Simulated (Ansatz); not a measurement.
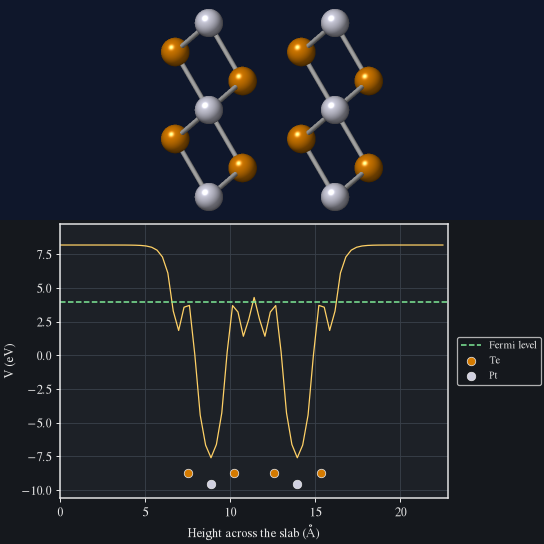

Plane-averaged electrostatic potential energy of an electron across the slab; circles at the bottom mark the heights of the atoms. The structure is drawn too.

System: a (001) slab cut from Te2Pt (P-3m1), ended by Te planes, 6 atoms in the cell.

Method: DFT PBE+D3(BJ), scalar-relativistic, plane waves, PAW, no spin polarisation, 9×9×1 k mesh (Ansatz).

What is the work function?

The work function is 4.22 eV, the same on both faces. The two vacuum levels agree, so the slab has no net dipole along its normal.

How thick are slab and vacuum?

The outermost atoms are 7.8 Å apart, which leaves 15.0 Å of vacuum in a cell 22.8 Å high.

Spin-orbit coupling is left out, which matters for Pt.
